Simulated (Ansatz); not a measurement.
Input

```
crystal:
  lattice:
    - [2.7833395248, 0.0, 0.0]
    - [-1.3916697624, 2.4104427359, 0.0]
    - [0.0, 0.0, 10.8430490062]
  atoms:
    - { symbol: Ni, position: [0.0, 0.0, 0.0] }
    - { symbol: Ni, position: [0.0, 0.0, 0.5] }
    - { symbol: O, position: [0.6666666667, 0.3333333333, 0.0860929541] }
    - { symbol: O, position: [0.6666666667, 0.3333333333, 0.4139070459] }
    - { symbol: O, position: [0.3333333333, 0.6666666667, 0.9139070459] }
    - { symbol: O, position: [0.3333333333, 0.6666666667, 0.5860929541] }
basis:
  ecutwfc: 420
kpoints:
  mp_grid: { grid: [12, 12, 4] }
hamiltonian:
  xc: pbesol
scf:
  occupations: { method: gaussian, width: 0.05 }
output:
  forces: true
  stress: true
  eigenvalues: true
  write_density: true
  write_potential: true
  elf: true
  volumetric_format: npy
```

Run with:

```sh
ansatz run input.yaml --threads 1 --pin off --max-ram 2560MiB --backend cpu --events-out ev --progress --plain --runs-dir out
```

Below, planes, directions and counts refer to the conventional cell (a = 2.78 Å, b = 2.78 Å, c = 10.84 Å, α = 90.00°, β = 90.00°, γ = 120.00°).

Space group P6₃/mmc; a structure from a database of computed crystals, not necessarily the ambient phase; computed without spin polarisation.

Level of theory: DFT PBEsol, scalar-relativistic, plane waves, PAW (Ansatz).

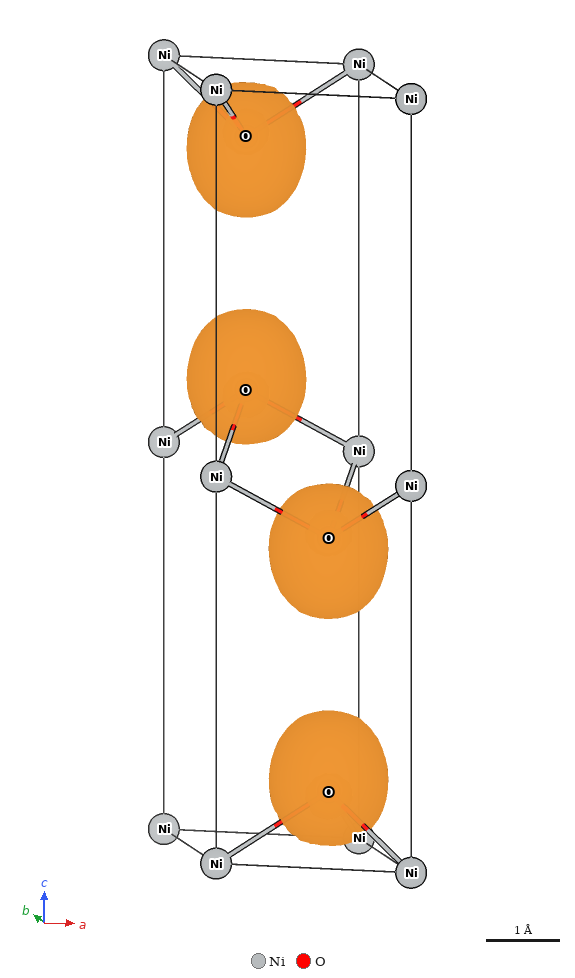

NiO2. Isosurface of the ELF at 0.65 (orange), seen slightly off an axis. Core shells and regions of very low density are left out. Sticks mark near contacts.

What do the ELF domains correspond to?

The ELF exceeds this value in four regions wrapped around O (the valence shell of each), counted in one cell of 6 atoms. Regions shared between cells count once. Profiles from the grid: Ni–O (1.86 Å): the ELF peaks at about 0.85 in the valence shell of O, 0.6 Å from its nucleus, and is about 0.30 at the midpoint.
